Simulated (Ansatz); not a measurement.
**Pb36O35: density, localisation and related maps**

Pb36O35, 71 atoms, a = 11.97 Å, b = 11.97 Å, c = 10.02 Å, α = 90.00°, β = 90.00°, γ = 90.00°.

Space group P-4m2; computed pressure about 3 GPa in this cell.

The calculation used DFT PBE, scalar-relativistic, plane waves, PAW (Ansatz).

The density is the valence pseudo-density of a PAW calculation; it isn't the true density close to the nuclei.

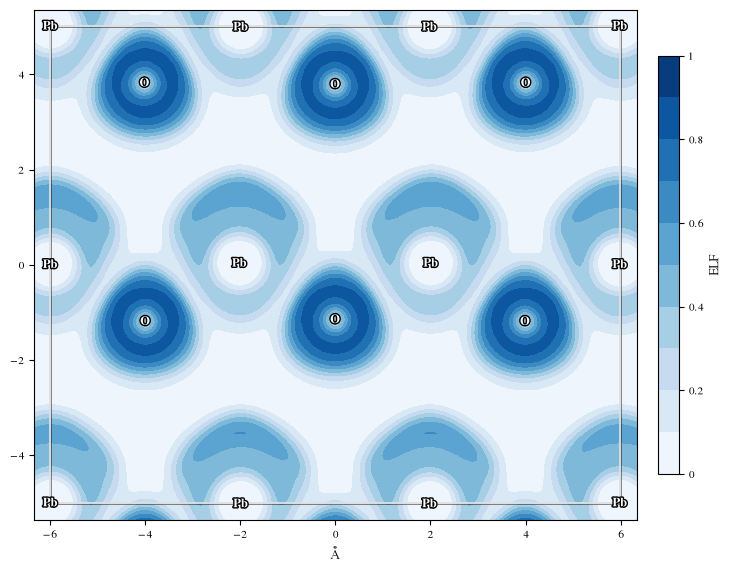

Figure 1. Electron localisation function on the (010) plane of the conventional cell.

### What does the map show?

- Atoms in the plane: Pb and O.
- Pb–O (2.31 Å): the ELF peaks at about 0.85 in the valence shell of O, 0.6 Å from its nucleus, and drops to about 0.20 between the two atoms.

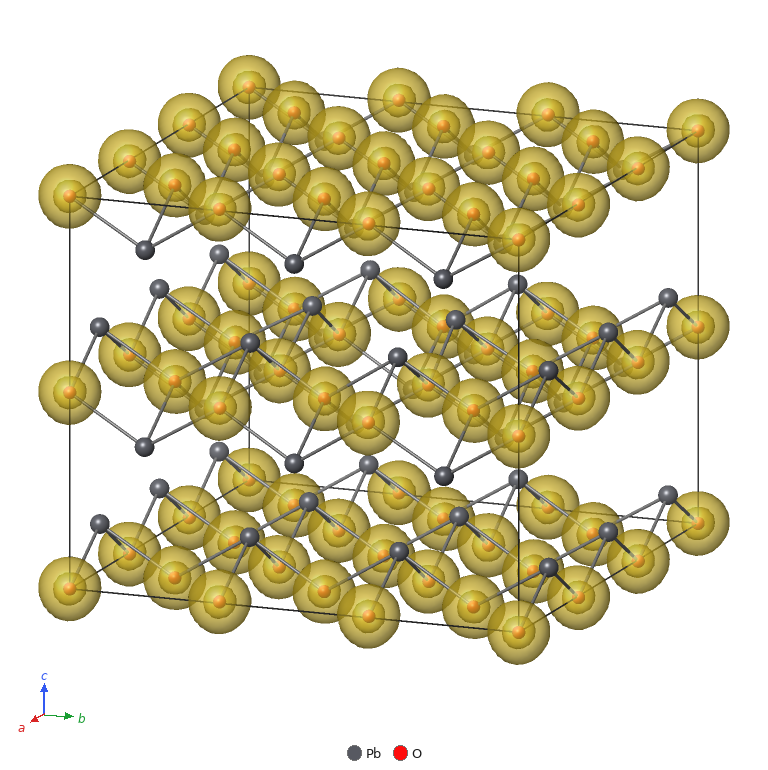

Figure 2. Isosurface of the ELF at 0.75 (yellow), seen slightly off an axis. Only the valence region is drawn (cores and ρ < 0.01 e/Å³ removed). Sticks mark near contacts.

### Identify the bonds, lone pairs and shells in this picture.

The ELF exceeds this value in 35 regions wrapped around O (the valence shell of each), counted in one cell of 71 atoms. Any copies at cell faces, edges or corners count once.

### Does the calculation make it a metal, or give it a gap?

It is gapped, with a Kohn–Sham gap of 0.32 eV on the k-point mesh, an upper bound to the gap of this method.
